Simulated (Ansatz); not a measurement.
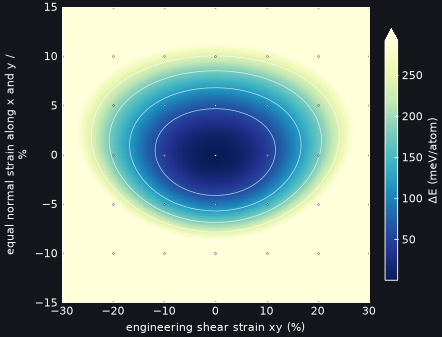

Si (Cmcm, No. 63; 12 atoms in the cell). 
- The energy is mapped over two homogeneous strains (x along [1 0 0], y along [0 1 0], z along [0 0 1] of the conventional cell).
- Coordinates scanned: (1) engineering shear strain xy; (2) equal normal strain along x and y.
- Nothing is relaxed (fractional coordinates fixed).
- The scan uses a 7 × 7 grid; 28 points were computed and 21 follow by symmetry.
- Points are written as (first, second).
- Energies are in meV/atom, from the lowest grid point.
- The band gap closes in part of the range.
- The calculation used DFT PBEsol, scalar-relativistic, plane waves, PAW in Ansatz. Settings: cutoff 420 eV, k-mesh 10×10×4 in the order of the run's cell vectors, gaussian smearing 0.05 eV, no spin polarisation.

The picture shows a smooth colour map with a few white contour lines, dots at the grid points, one colour for all values above the top of the scale. Between grid points the surface is interpolated.

Question: Where is the minimum, and how stiff is the crystal against these two strains (in GPa)?

Answer: The interpolated minimum is at 0.0 % and 0.0 %. Divided by the cell volume of 258.7 Å³, the second derivatives of the energy there are about 65 GPa along the first strain and 460 GPa along the second, with a cross term of about 0 GPa (clamped ions). Round the minimum the two coordinates are nearly uncoupled.

PAW datasets: the set soft_1.
